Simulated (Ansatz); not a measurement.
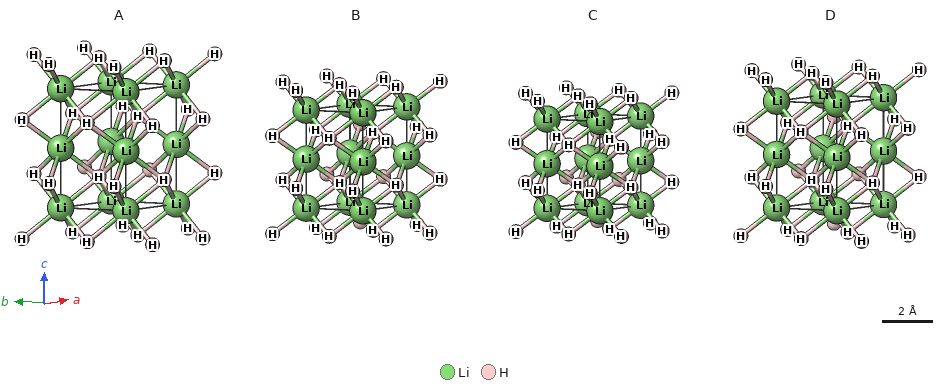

4 geometries from one relaxation of crystalline LiH (built on the NiAs type), in shuffled order. Style: ball-and-stick. Shown: the cell of the calculation, from a free direction.

The calculation used DFT, PBEsol, plane waves, PAW (Ansatz 0.2.0). Settings: plane-wave cutoff 420 eV; k-point mesh 9 × 9 × 6; occupations fermi dirac; smearing width 0.03 eV; no spin polarisation; cell and atoms relaxed; force threshold 0.01 eV/Å; at most 120 steps.

Order the frames from highest to lowest energy.

C, B, D, A. They are steps 0, 2, 4, 11, at +649 meV per atom, +262 meV per atom, +83.4 meV per atom relative to the last. No atom moves by more than 0.005 Å relative to the cell. Cell: a = b 2.233 → 2.760 Å (+23.6 %), c 3.640 → 4.859 Å (+33.5 %). Volume +103.9 %. Near-neighbour distances that change, for instance: Li–Li 1.820 → 2.430 Å, Li–Li 2.233 → 2.760 Å, H–Li 1.578 → 2.004 Å. Bond angles that change, for instance: Li–H–Li 70.4° → 74.6°, H–Li–H 89.9° → 92.9°, Li–H–Li 90.1° → 87.1°. The space group stays P6_3/mmc (No. 194). Over 9 accepted moves (11 points after the start) the energy falls by 649 meV per atom. All forces vanish by symmetry, so only the cell relaxes. The pressure goes from 83.39 to 0.00 GPa. The SCF was repeated twice at an unchanged geometry on a basis and grid sized afresh for the cell, which shifted the energy by 24.5 meV per atom at most.
